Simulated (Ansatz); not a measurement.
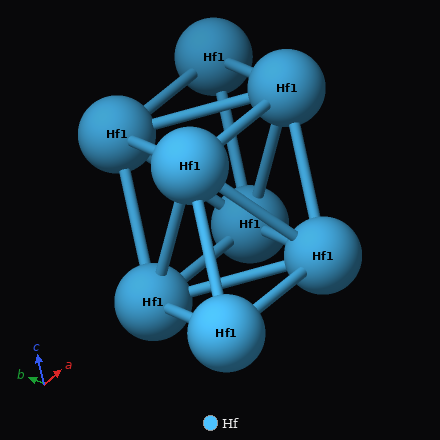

The system is Hf (Fm-3m, No. 225; 1 atom in the cell); the picture shows the reference structure. The energy is mapped over volume and the cell's shape. First axis: volume per atom. Second axis: c/a of the conventional cell. Nothing is relaxed (symmetry fixes all fractional coordinates). The grid has 7 × 9 points. Points are written as (first, second). Energies: meV/atom, counted from the lowest grid point. The calculation used DFT LDA, scalar-relativistic, plane waves, PAW in Ansatz. Settings: cutoff 420 eV, k-mesh 20×20×20, gaussian smearing 0.15 eV, no spin polarisation.

Its coordinates:

```
CELL_PARAMETERS angstrom
0.00000 2.17994 2.17994
2.17994 0.00000 2.17994
2.17994 2.17994 0.00000
ATOMIC_POSITIONS crystal
Hf 0.00000 0.00000 0.00000
```

The input of one point:

```yaml
crystal:
  lattice:
    - [0.0, 2.1799445691, 2.1799445691]
    - [2.1799445691, 0.0, 2.1799445691]
    - [2.1799445691, 2.1799445691, 0.0]
  atoms:
    - { symbol: Hf, position: [0.0, 0.0, 0.0] }
basis:
  ecutwfc: 420
kpoints:
  mp_grid: { grid: [20, 20, 20] }
hamiltonian:
  xc: lda
scf:
  occupations: { method: gaussian, width: 0.15 }
output:
  forces: true
  stress: true
  eigenvalues: true
  write_density: true
  write_potential: true
  elf: true
  volumetric_format: npy
```

Range: volume per atom from 18.23 to 23.20 Å³; c/a of the conventional cell from 0.629 to 1.167.

### What will the energy surface look like?

The lowest grid point is at (20.72 Å³, 1.000) [fcc]. It is the only kind of minimum in the scanned range. The highest grid point, (23.20 Å³, 0.734), lies 189 meV/atom above the lowest. Round the minimum the two coordinates are nearly uncoupled.

```csv
"c/a of the conventional cell ↓, volume per atom →",18.23,19.06,19.89,20.72,21.55,22.38,23.20
1.167,174,101,62,51,64,96,145
1.080,143,68,26,14,25,56,104
1.000,132,56,13,0,11,42,90
0.926,142,67,25,13,24,55,103
0.857,162,91,53,42,54,87,135
0.793,172,107,74,67,83,118,170
0.734,175,113,83,80,99,136,189
0.680,175,113,82,79,98,135,189
0.629,160,95,62,56,74,110,163
```

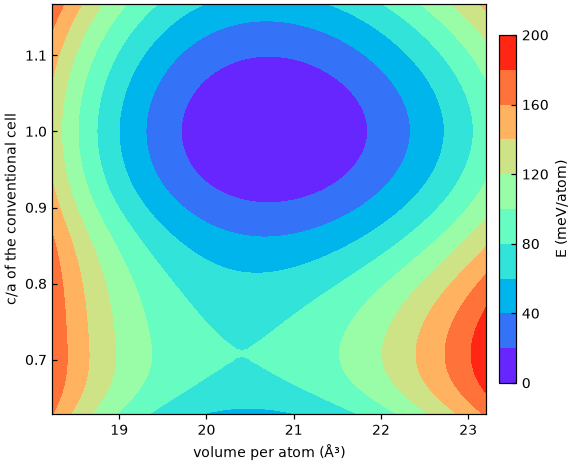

The picture shows filled contours. Between grid points the surface is interpolated.

Each point was launched as `ansatz run input.yaml --threads 1 --pin off --max-ram 2048MiB --backend cpu --events-out ev --progress --plain --runs-dir out`. Time for the 63 points that were run: 11 min on 1 thread of Arm Neoverse V2, on a shared host.
